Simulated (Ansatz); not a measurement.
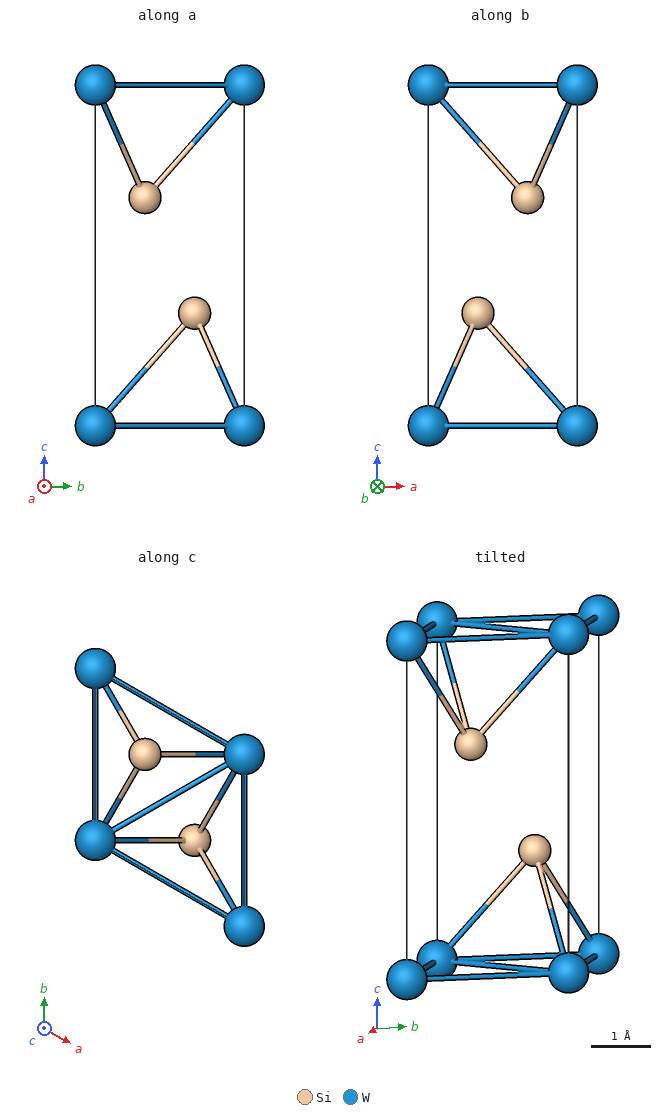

Structure drawing (ball-and-stick), viewed along the a axis, along the b axis, along the c axis and slightly off an axis. The conventional unit cell is drawn as a box.

Lattice parameters: a = 2.952 Å, b = 2.952 Å, c = 5.853 Å, α = 90.00°, β = 90.00°, γ = 120.00°.

**Set out the cell and atoms as a table of Wyckoff sites, with free fractional coordinates to two decimals.**

Space group P-3m1 (No. 164).
| atom | site | x | y | z |
| --- | --- | --- | --- | --- |
| Si | 2d | 0.6667 | 0.3333 | 0.67 |
| W | 1a | 0.00 | 0.00 | 0.00 |

The model was built from a structure type filled with these elements by a generator (whether the compound takes this form wasn't checked). This is the structure after a relaxation with DFT PBE, scalar-relativistic, plane waves, PAW in Ansatz 0.2.0.
